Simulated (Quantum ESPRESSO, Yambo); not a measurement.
# A GW chain in Yambo: Sb (buckled honeycomb monolayer), part 2 of 2

Wanted: ground state, empty states, screening and self-energy for Sb (buckled honeycomb monolayer).

Quantum ESPRESSO 7.5 and Yambo 5.3.0; PBE and many-body steps on it, plane waves. Known limits of the many-body steps: not at the basis limit; no spin-orbit coupling.

So far. Step 3 (Bands along the symmetry lines): The gap is 1.297 eV, −0.017 eV from the run before at this level. Step 4 (Empty states on the mesh, 6×6×1 mesh, 135 bands): On this mesh the gap is 1.314 eV.

### 5. Conversion and set-up

This step: Yambo 5.3.0; conversion and set-up on PBE, plane waves, norm-conserving pseudopotentials.

The states are converted to the many-body program's format and the q mesh is built.

Command:

```console
(cd o/x.save; p2y > p2y.log; mv SAVE ../..); yambo > setup.log
```

The program printed:

```text
 Yambo, version 5.3.0

 [02] CORE Variables Setup
 =========================

  [02.01] Unit cells
  ==================

  Cell kind             :  HCP
  Atoms in the cell     :  Sb
  number of Sb atoms    :  2

  List of atomic masses
  Mass of Sb    :  121.7600

  List of atomic coordinates    : [cc]
  Sb1       : -0.51595E-09   4.5029       11.683      order 1
  Sb2       :   3.89966   2.25147  14.77352  order 2

  Alat factors          :   7.79933   6.75441  26.45617 [a.u.]
  Direct lattice volume :   1393.71    [a.u.]
  Direct lattice vectors:  A[ 1 ]  A[ 2 ]  A[ 3 ]
   A[ 1 ]:   1.0000      0.27978E-10   0.0000      [iru]
    7.7993      0.18897E-09   0.0000      [cc]
   A[ 2 ]: -0.500000  1.000000  0.000000  [iru]
  -3.899663  6.754414  0.000000  [cc]
   A[ 3 ]:  0.000000  0.000000  1.000000  [iru]
    0.00000   0.00000  26.45617  [cc]

  Recip. lattice volume :  0.177979 [a.u.]
  Recip. lattice vectors:  B[ 1 ]  B[ 2 ]  B[ 3 ]
   B[ 1 ]:  1.000000  0.500000  0.000000  [iku]
   0.805606  0.465117 -0.000000  [cc]
   B[ 2 ]: -0.27978E-10   1.0000       0.0000      [iku]
  -0.22539E-10  0.93023       0.0000      [cc]
   B[ 3 ]:  0.000000  0.000000  1.000000  [iku]
   0.000000 -0.000000  0.237494  [cc]

  [02.02] Symmetries
  ==================

  Inversion symmetry    : yes
  Spatial inversion     : yes
  Inversion index       :   7
  K-space Time-reversal : no
  Magnetic symmetries   : no
  Group table correct   : yes
  Symmetries units      :  [cc]

   [S  1]:   1.0000      0.11768E-27   0.0000     -0.21996E-16   1.0000       0.0000       0.0000       0.0000       1.0000
   [S  2]:   1.0000      0.48459E-10   0.0000      0.55955E-10  -1.0000       0.0000       0.0000       0.0000      -1.0000
   [S  3]: -0.500000  0.866025  0.000000 -0.866025 -0.500000  0.000000  0.000000  0.000000  1.000000
[...]
[S 11]:  0.500000  0.866025  0.000000  0.866025 -0.500000  0.000000  0.000000  0.000000  1.000000
   [S 12]:  0.500000 -0.866025  0.000000 -0.866025 -0.500000  0.000000  0.000000  0.000000  1.000000

  [02.03] Reciprocal space
  ========================

  nG shells         :   6835
  nG charge         :  155503
  nG WFs            :  22887
  nC WFs            :  19458
  G-vecs. in first 80 shells:  [ Number ]
     1    3    5    7   13   15   27   39   51
    53   65   67   79   85   97   99  111  123
   135  141  153  165  167  179  191  203  215
[...]
813   825   837   839   851   863   887   899
  ...
  Shell energy in first 80 shells:  [ mHa ]
[...]
4061.05      4118.18      4147.82      4345.24      4410.56      4493.72      4550.84      4599.05      4710.41
    4766.09      4833.58      4909.27      5143.08      5192.01      5198.76      5220.21      5275.89      5304.82
    5313.01      5359.05      5445.83      5527.54      5624.68      5643.24      5652.88      5698.92
  ...

[...]
K/Q-points units:
  rlu = crystal or reduced units; cc = cartesian coordinates; iku = interal k-units

  K [1]          [rlu]:  0.000000  0.000000  0.000000
         WF components:  19441
  K [2]          [rlu]: -0.16919E-26  0.16667       0.0000
         WF components:  19426
  K [3]          [rlu]: -0.33838E-26  0.33333       0.0000
         WF components:  19432
  K [4]          [rlu]:  0.18176E-26 -0.50000       0.0000
         WF components:  19432
  K [5]          [rlu]:  0.166667  0.166667  0.000000
         WF components:  19427
  K [6]          [rlu]:  0.166667  0.333333  0.000000
         WF components:  19416
  K [7]          [rlu]:  0.333333  0.333333  0.000000
         WF components:  19458

  [02.05] Energies & Occupations
  ==============================

  [X] === General ===
  [X] Electronic Temperature                        :  0.000000  0.000000 [eV K]
  [X] Bosonic    Temperature                        :  0.000000  0.000000 [eV K]
  [X] Finite Temperature mode                       : no
  [X] El. density                                   :  0.22273E+24 [cm-3]
  [X] Fermi Level                                   : -0.091652 [eV]

  [X] === Gaps and Widths ===
  [X] Conduction Band Min                           :  1.313505 [eV]
  [X] Valence Band Max                              :  0.000000 [eV]
  [X] Filled Bands                                  :  23
  [X] Empty Bands                                   :   24  135
  [X] Direct Gap                                    :  1.577658 [eV]
  [X] Direct Gap localized at k                     :  1
  [X] Indirect Gap                                  :  1.313505 [eV]
  [X] Indirect Gap between kpts                     :  1  3
  [X] Last valence band width                       :  1.770319 [eV]
  [X] 1st conduction band width                     :  0.892837 [eV]

  E @ K [1]:  [eV]
  -143.7225 -143.7218  -96.6936  -96.6936  -96.6896  -96.6896  -96.6480  -96.6443
[...]
occ @ K [1]
[...]
E @ K [2]:  [eV]
[...]
occ @ K [2]
[...]
E @ K [3]:  [eV]
[...]
occ @ K [3]
[...]
E @ K [4]:  [eV]
[...]
occ @ K [4]
[...]
E @ K [5]:  [eV]
[...]
occ @ K [5]
[...]
E @ K [6]:  [eV]
[...]
occ @ K [6]
[...]
E @ K [7]:  [eV]
[...]
occ @ K [7]
[...]
0.000000  0.000000  0.000000  0.000000  0.000000  0.000000  0.000000  0.000000
   0.000000  0.000000  0.000000  0.000000  0.000000  0.000000  0.000000  0.000000

 [03] Transferred momenta grid and indexing
 ==========================================

 IBZ Q-points                                      :   7
 BZ  Q-points                                      :   36

 K/Q-points units:
 rlu = crystal or reduced units; cc = cartesian coordinates; iku = interal k-units

 Q [1]          [rlu]:  0.000000  0.000000  0.000000
 Q [2]          [rlu]: -0.42332E-17  0.16667       0.0000
 Q [3]          [rlu]: -0.84664E-17  0.33333       0.0000
 Q [4]          [rlu]:  0.12700E-16 -0.50000       0.0000
 Q [5]          [rlu]:  0.166667  0.166667  0.000000
 Q [6]          [rlu]:  0.166667  0.333333  0.000000
 Q [7]          [rlu]:  0.333333  0.333333  0.000000

  [03.01] X indexes
  =================

   [03.01.01] Sigma indexes
   ========================

 [06] Game Over & Game summary
```

Run time: 2.6 s. Hardware: 1 MPI rank of Arm Neoverse V1, shared host; peak memory 0.26 GiB.

### 6. Screening and self-energy, 6×6×1 mesh, 135 bands, screening to 108.8 eV

G0W0 replaces the xc potential by the self-energy, built once from these orbitals. Only a window of levels is corrected, while the sums run over the empty bands that the input names.

This step: G0W0 on PBE, plane waves, norm-conserving pseudopotentials.

gw1.in reads:

```
HF_and_locXC
gw0
dyson
ppa
em1d
rim_cut
rim_w
RandQpts= 3000000
RandGvec= 100 RL
CUTGeo= "slab z"
RandGvecW= 9 RL
EXXRLvcs= 88 Ry
VXCRLvcs= 352 Ry
Chimod= "HARTREE"
% BndsRnXp
 1 | 135 |
%
NGsBlkXp= 8 Ry
% LongDrXp
 1 | 1 | 0 |
%
% GbndRnge
 1 | 135 |
%
DysSolver= "n"
ExtendOut
PPAPntXp= 27.21138 eV
% QPkrange
 1 | 1 | 22 | 25 |
 3 | 3 | 22 | 25 |
%
```

Command:

```console
OMP_NUM_THREADS=1 mpirun -n 4 yambo -F gw1.in -J gw1 -C gw1 > gw1.log
```

The program printed:

```text
 Yambo, version 5.3.0

 [02] CORE Variables Setup
 =========================

  [... cell, symmetries and grids as in the set-up ...]

  [02.05] Energies & Occupations
  ==============================

  [X] === General ===
  [X] Electronic Temperature                        :  0.000000  0.000000 [eV K]
  [X] Bosonic    Temperature                        :  0.000000  0.000000 [eV K]
  [X] Finite Temperature mode                       : no
  [X] El. density                                   :  0.22273E+24 [cm-3]
  [X] Fermi Level                                   : -0.091652 [eV]

  [X] === Gaps and Widths ===
  [X] Conduction Band Min                           :  1.313505 [eV]
  [X] Valence Band Max                              :  0.000000 [eV]
  [X] Filled Bands                                  :  23
  [X] Empty Bands                                   :   24  135
  [X] Direct Gap                                    :  1.577658 [eV]
  [X] Direct Gap localized at k                     :  1
  [X] Indirect Gap                                  :  1.313505 [eV]
  [X] Indirect Gap between kpts                     :  1  3
  [X] Last valence band width                       :  1.770319 [eV]
  [X] 1st conduction band width                     :  0.892837 [eV]

 [03] Transferred momenta grid and indexing
 ==========================================

 IBZ Q-points                                      :   7
 BZ  Q-points                                      :   36

 K/Q-points units:
 rlu = crystal or reduced units; cc = cartesian coordinates; iku = interal k-units

 Q [1]          [rlu]:  0.000000  0.000000  0.000000
 Q [2]          [rlu]: -0.42332E-17  0.16667       0.0000
 Q [3]          [rlu]: -0.84664E-17  0.33333       0.0000
 Q [4]          [rlu]:  0.12700E-16 -0.50000       0.0000
 Q [5]          [rlu]:  0.166667  0.166667  0.000000
 Q [6]          [rlu]:  0.166667  0.333333  0.000000
 Q [7]          [rlu]:  0.333333  0.333333  0.000000

 [04] Coloumb potential Random Integration (RIM)
 ===============================================

 Performing RIM of v_slab

  [04.01] RIM initialization
  ==========================

  * Diagonal components only detected *

  8 x (sBL volume)        :  0.039551 [a.u.]
  sBZ random points       :  3000000
  Points outside the sBZ  :  24000829
  RL volume               :  0.177979 [a.u.]
  Integrated volume       :  0.177973 [a.u.]

  [04.02] RIM integrals
  =====================

  Gamma point sphere radius             :  0.036404 [a.u.]
  Points outside the sphere             :  2398884
  [Int_sBZ(q=0) 1/q^2]*(Vol_sBZ)^(-1/3) =:  7.385819
                                 should be <:  7.795600

  Summary of Coulomb integrals for non-metallic bands |Q|[au] RIM/Bare

  Q [1] 0.100000E-4 0.947434 * Q [2] 0.155039 0.953725
  Q [5] 0.268535 1.010255 * Q [3] 0.310078 1.014225
  Q [6] 0.410195 1.014662 * Q [4] 0.465117 1.013136
  Q [7] 0.537071 1.010659
  Non-periodic chartesian directions : none
  Optical renormalization            :  26.45617 [au]
  Polarizability dimension           : length

 [05] Coloumb potential CutOffslab
 =================================

 Cut directionsZ
 Slab Cutoff:Z
 Symmetry test passed : yes

 [06] Dipoles
 ============

  [06.01] Setup: observables and procedures
  =========================================

 [07] Dynamic Dielectric Matrix (PPA)
 ====================================

 [WR./gw1//ndb.pp]---------------------------------------------------------------
  Brillouin Zone Q/K grids (IBZ/BZ)                :    7   36    7   36
  RL vectors                                       :  22895 [WF]
  Coulomb cutoff potential                         : slab z
  Electronic Temperature                           :  0.000000 [K]
  Bosonic    Temperature                           :  0.000000 [K]
  PPA    diel. fun.  energies                      : Perdew, Burke & Ernzerhof(X)+Perdew, Burke & Ernzerhof(C)
  wavefunctions                                    : Perdew, Burke & Ernzerhof(X)+Perdew, Burke & Ernzerhof(C)
  Global Gauge                                     : length
  X matrix size                                    :   539
  X band range                                     :    1  135
  X e/h energy range                               : -1.000000 -1.000000 [eV]
  X Time ordering                                  : R
  X Hxc Kernel                                     : HARTREE
  X Drude frequency                                :  0.000000  0.000000
  X poles                                          :  100.0000 [o/o]
  RL vectors in the sum                            :  22895
  [r,Vnl] included                                 : yes
  Field direction                                  :  0.707107E-5  0.707107E-5   0.00000
  BZ energy Double Grid                            : no
  BZ energy DbGd points                            : 0
  BZ Q point size factor                           : -1.000000
  X Optical Averaged directions                    : none

 [08] Local Exchange-Correlation + Non-Local Fock
 ================================================

 [VXC] Plane waves :  155503
 [EXS] Plane waves :  19465

 QP @ state[ 1 ] K range:  1  1
 QP @ state[ 1 ] b range:  22  25
 QP @ state[ 2 ] K range:  3  3
 QP @ state[ 2 ] b range:  22  25

 [xc] Functional : Perdew, Burke & Ernzerhof(X)+Perdew, Burke & Ernzerhof(C)
 [xc] LIBXC used to calculate xc functional
  PP Number of Atomic Species                      :  1
  NLCC RL compoments                               :  155503
  PP Number of Atomic Species                      :  1
  NLCC RL compoments                               :  155503

 [xc] E_xc :  -38.17778 [Ha]
      E_xc :  -76.35556 [Ry]

  Local XC kind (lXC) : Perdew, Burke & Ernzerhof(X)+Perdew, Burke & Ernzerhof(C)
  Non-Local XC kind (nlXC) : Hartree-Fock

  Corrections @ K [1] :  [eV]
 <22|nlXC|22> = -13.64657 -0.46073E-17 <22|lXC|22> = -12.65901  0.47204E-16
 <23|nlXC|23> = -13.64660  0.47141E-17 <23|lXC|23> = -12.65900  0.24585E-30
 <24|nlXC|24> = -7.883616 -0.20296E-17 <24|lXC|24> = -11.39976 -0.18882E-15
 <25|nlXC|25> = -8.017831 -0.33961E-17 <25|lXC|25> = -11.90640  0.14161E-15

  Corrections @ K [3] :  [eV]
 <22|nlXC|22> = -13.63641  0.68931E-17 <22|lXC|22> = -12.00915  0.28323E-15
 <23|nlXC|23> = -12.91723  0.68093E-17 <23|lXC|23> = -11.31001  0.23602E-16
 <24|nlXC|24> = -6.822182 -0.28598E-18 <24|lXC|24> = -9.888887 -0.59005E-17
 <25|nlXC|25> = -6.050016  0.90924E-19 <25|lXC|25> = -9.865952  0.94408E-16

 [09] Dyson equation: Newton solver
 ==================================

  [09.01] RIM-W interpolation
  ===========================

  [WARNING] RIM-W works only for 2D semiconductors with slab cutoff
  Found compatible q grid: 2D
  q_min[ 1 ]:  0.16667      0.25476E-11   0.0000     [rlu]
   0.166667  0.083333  0.000000 [iku]
  q_min[ 2 ]:  0.42332E-17  0.16667       0.0000     [rlu]
  -0.46629E-11  0.16667       0.0000     [iku]
  G-vectors :  13
  G-vectors loaded:  139
  Number of interpolated frequencies:  2

  Evaluating coefficients q = 0
  Evaluating coefficients q = 0

  [09.02] RIM-W integrals
  =======================

  8 x (sBL volume)        :  0.039551 [a.u.]
  sBZ random points       :  3000000
  Points outside the sBZ  :  24000829
  RL volume               :  0.177979 [a.u.]
  Integrated volume       :  0.177973 [a.u.]

  [09.03] RIM integrals
  =====================

  Comparison between head Wc = W - v averages: < Wc > [au] RIM-W/RIM

   < -Wc [Q = 1] > 0.345925E-1 0.529533E-4 * < -Wc [Q = 2] > 0.005609 0.005458
   < -Wc [Q = 3] > 0.001111 0.001090 * < -Wc [Q = 4] > 0.380757E-3 0.376596E-3
   < -Wc [Q = 5] > 0.001608 0.001577 * < -Wc [Q = 6] > 0.543794E-3 0.538589E-3
   < -Wc [Q = 7] > 0.256623E-3 0.255010E-3

  Comparison between head Wc = W - v averages: < Wc > [au] RIM-W/RIM

   < -Wc [G = 1,G`=0] > 0.345925E-1 0.529533E-4 * < -Wc [G = 2,G`=0] >-0.001568 0.000000
   < -Wc [G = 3,G`=0] >-0.001568 0.000000 * < -Wc [G = 4,G`=0] > 0.194125E-4  0.00000
   < -Wc [G = 5,G`=0] > 0.193983E-4  0.00000 * < -Wc [G = 6,G`=0] > 0.694838E-4  0.00000
   < -Wc [G = 7,G`=0] > 0.695007E-4  0.00000 * < -Wc [G = 8,G`=0] >-0.464593E-5  0.00000
   < -Wc [G = 9,G`=0] >-0.511468E-5  0.00000 * < -Wc [G = 10,G`=0] >-0.463226E-5  0.00000
   < -Wc [G = 11,G`=0] >-0.482371E-5  0.00000 * < -Wc [G = 12,G`=0] >-0.508052E-5  0.00000
   < -Wc [G = 13,G`=0] >-0.480111E-5  0.00000

 [10] G0W0 (W PPA)
 =================

 [  GW  ] Bands range     :    1  135
 [GW/PPA] G damping       :  0.100000 [eV]

 QP @ state[ 1 ] K range:  1  1
 QP @ state[ 1 ] b range:  22  25
 QP @ state[ 2 ] K range:  3  3
 QP @ state[ 2 ] b range:  22  25

  Sc/G bands                                       :    1  135
  Sc/G damping                                     :  0.100000 ev
  Sc bands terminator                              : no
  Sx RL components                                 :  19465

  QP @ state[ 1 ] K range                          :  1  1
  QP @ state[ 1 ] b range                          :  22  25
  QP @ state[ 2 ] K range                          :  3  3
  QP @ state[ 2 ] b range                          :  22  25
  GF energies kind                                 : Perdew, Burke & Ernzerhof(X)+Perdew, Burke & Ernzerhof(C)
  GF WF`s kind                                     : Perdew, Burke & Ernzerhof(X)+Perdew, Burke & Ernzerhof(C)
  Xs energies kind                                 : Perdew, Burke & Ernzerhof(X)+Perdew, Burke & Ernzerhof(C)
  Xs WF`s kind                                     : Perdew, Burke & Ernzerhof(X)+Perdew, Burke & Ernzerhof(C)

 [14] Game Over & Game summary
```

It took 6.6 min on 4 MPI ranks; peak memory 3.9 GiB; 26 min of CPU time.

This step gave:

| Item | Value |
| --- | --- |
| G0W0 gap on the points computed | 2.114 eV |
| starting gap on the mesh | 1.314 eV |
| k of the valence top | 0, 0, 0 |
| k of the conduction bottom | 0, 0.3333, 0 |
| least direct G0W0 gap on the computed points | 2.615 eV |
| Z at the valence top | 0.7337 |
| Z at the conduction bottom | 0.7388 |

The gap on the mesh goes from 1.31 eV to 2.11 eV, a correction of +0.80 eV.

Limits: finite bands, cutoff and mesh; no spin-orbit coupling. v1 is the top filled band, c1 the lowest empty one. Levels before and after the correction, in eV, zero at the valence-band top of each column:

```
           conduction bottom  valence top
Kohn-Sham               1.31         0.00
     G0W0               2.11         0.00
```

```
                    level  energy (eV)
Kohn-Sham         Γ v2-v1        0.000
Kohn-Sham            Γ c1        1.578
Kohn-Sham            Γ c2        2.790
Kohn-Sham  (0 0.333 0) v2       -1.257
Kohn-Sham  (0 0.333 0) v1       -0.815
Kohn-Sham  (0 0.333 0) c1        1.314
Kohn-Sham  (0 0.333 0) c2        3.097
     G0W0         Γ v2-v1        0.000
     G0W0            Γ c1        2.615
     G0W0            Γ c2        3.840
     G0W0  (0 0.333 0) v2       -1.372
     G0W0  (0 0.333 0) v1       -1.002
     G0W0  (0 0.333 0) c1        2.114
     G0W0  (0 0.333 0) c2        3.969
```

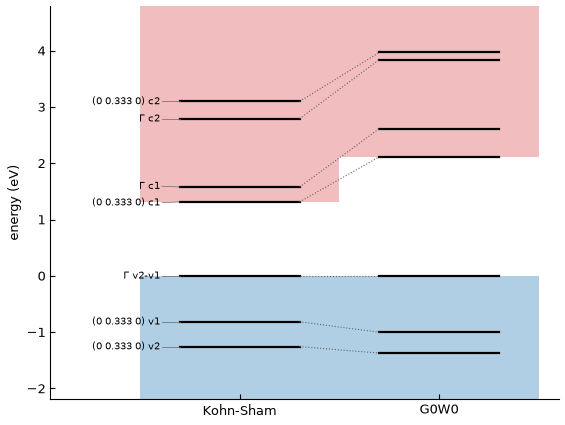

Levels before and after the correction. Shaded: valence and conduction bands.

### 7. Where the time went

Times are wall times on the hardware named with each run, good to a factor of about two.

```
                          step     time  share  memory (GiB)
                  ground state     29 s    6 %          0.73
bands along the symmetry lines     16 s    3 %          0.56
      empty states on the mesh     51 s   10 %           1.2
         conversion and set-up    2.6 s    1 %          0.26
     screening and self-energy  6.6 min   80 %           3.9
```

### 8. Outcome

| Quantity | Value |
| --- | --- |
| PBE gap | 1.30 eV, indirect |
| G0W0 gap on the mesh | 2.11 eV |
| GW settings | 6×6×1 mesh, 135 bands, screening to 108.8 eV, Godby-Needs plasmon pole |
| known limits | not at the basis limit; no spin-orbit coupling |

What this shows: G0W0 moves the gap on the mesh from 1.31 eV to 2.11 eV (+0.80 eV), with Z of 0.73 and 0.74 at the edges. Only 2 of the mesh's irreducible points were corrected, so a valley elsewhere could overtake. The dearest step here is «screening and self-energy». Against experiment, by G0W0@PBE: the direct gap of 2.62 eV lies +0.41 eV from the measured 2.21 eV (exciton, 2020). An exciton line or allowed optical edge lies below the quasiparticle gap by the binding energy; a forbidden edge can push the onset above it. The computed sheet is free-standing; a substrate or cover screens it further and lowers both gap and binding, while the exciton line moves little. The calculation has static nuclei and no excitons; a measured gap holds zero-point and thermal motion, which mostly lowers it. Bands and cutoff are finite, so the gap is not at the basis limit. The miss can reach some tenths of an eV and take either sign; the mesh is an error of its own. In the G0W0 run levels were corrected at 2 k points alone, so a gap called «on the mesh» is the least over those, and an edge elsewhere would be missed. The many-body steps are scalar-relativistic: spin-orbit coupling is not in them.

[Paths, hosts, dates, memory and timing lines, banners, echoed tables and standing remarks are left out of the program output.]

[Logs are printed without paths, hosts, clocks, repeated set-up lines and the standing remarks that a program may print on its own settings, such as how far it seeks lower states.]

[Runs of the session that timed out or met a known fault of the program may be left out.]

[Hosts, paths, dates, database ids (printed as entryN), source tags and the programs' standing remarks are cut or masked in the printed files.]
